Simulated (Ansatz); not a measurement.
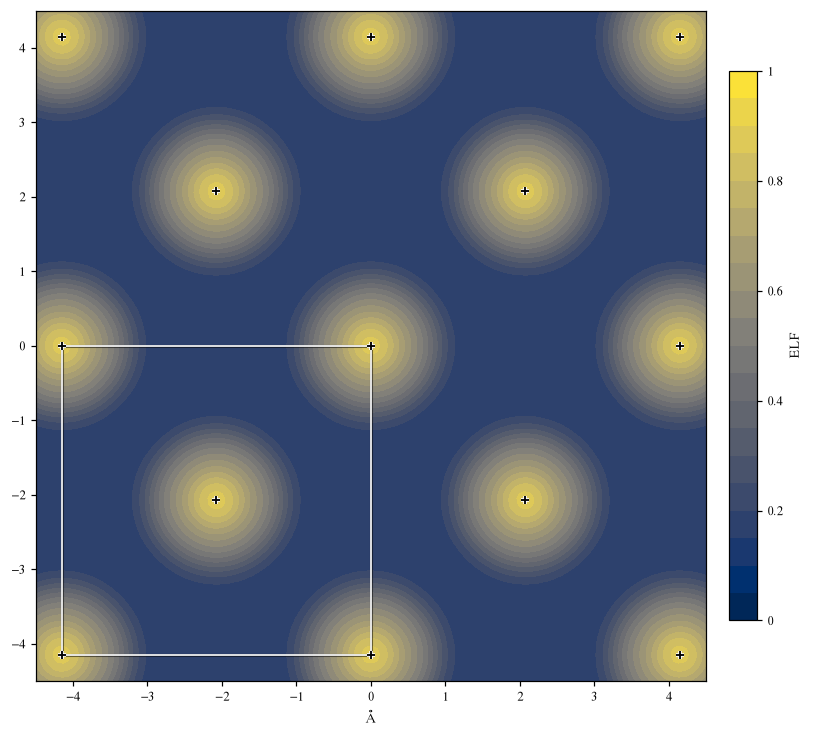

The ELF on a plane through atoms (crosses mark nuclei in the plane).

Level of theory: DFT PBE, scalar-relativistic, plane waves, PAW (Ansatz 0.2.0).

Candidates:
A. ZnS, a = 5.44 Å, b = 5.44 Å, c = 5.44 Å, α = 90.00°, β = 90.00°, γ = 90.00°. Space group F-43m; a structure from a database of computed crystals, not necessarily the ambient phase.
B. Ag, a = 4.15 Å, b = 4.15 Å, c = 4.15 Å, α = 90.00°, β = 90.00°, γ = 90.00°. Space group Fm-3m; a structure from a database of computed crystals, not necessarily the ambient phase; computed without spin polarisation.

> Which candidate gave the map?

Candidate B: Ag on the (100) plane of the conventional cell, which holds Ag. Ag–Ag (2.93 Å): the ELF is about 0.15 at the midpoint; no localised pair shows between them.
